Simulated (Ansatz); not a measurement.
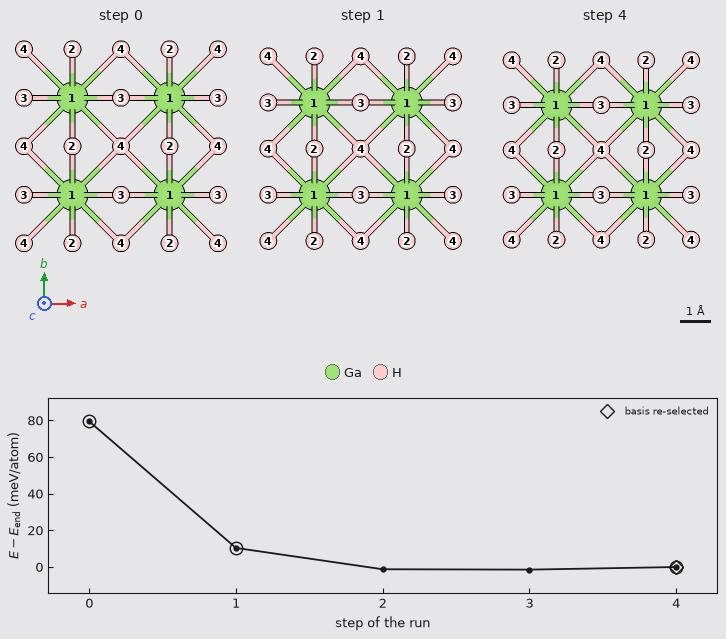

Frames of a relaxation of a crystal of GaH3 (built on the Cu3Au (L1_2)_221 type) (coarse preliminary run), marked on the history of the run. The picture is a ball-and-stick view of the cell of the calculation, seen along the c axis.

Case: Cu3Au (L1_2) type (Pm-3m, No. 221).

Theory: DFT PBE, scalar-relativistic, plane waves, PAW (Ansatz 0.2.0). Set-up: plane-wave cutoff 420 eV; k-point mesh 6 × 6 × 6; occupations gaussian; smearing width 0.1 eV; no spin polarisation; cell and atoms relaxed; force threshold 0.04 eV/Å; at most 70 steps.

Q: What happens along the run?

A: After 3 accepted moves (4 points after the start) the energy has fallen by 79.5 meV per atom. All forces vanish by symmetry, so only the cell relaxes. The pressure goes from −11.73 to −0.35 GPa. At 1 point the geometry stayed and the basis and grid were re-selected for the new cell (energy shift of 1.4 meV per atom at most each time). No atom moves by more than 0.005 Å relative to the cell. The volume changes by −21.0 %, with a = b = c 3.270 → 3.023 Å (−7.6 %). Some distances before and after: Ga1–H2 2.312 → 2.138 Å. The space group stays Pm-3m (No. 221). The run took 4.1 s on 1 thread of Intel(R) Xeon(R) Platinum 8488C (Sapphire Rapids), on a shared host, peak memory 0.33 GiB. From step 0 to 1: volume −13.9 %, energy −69.1 meV per atom. From step 1 to 4: volume −8.2 %, energy −10.4 meV per atom.

```csv
step,"E − E(0), meV/atom","pressure, GPa","volume, Å³/atom",note
0,0.00,-11.73,8.743,
1,-69.05,-5.18,7.526,
2,-80.69,1.18,6.782,
3,-80.89,-0.26,6.908,
4,-79.47,-0.35,6.908,"same geometry, new basis"
```

Limits of the set-up: layers or molecules are held without a dispersion correction, so their spacing is unreliable.
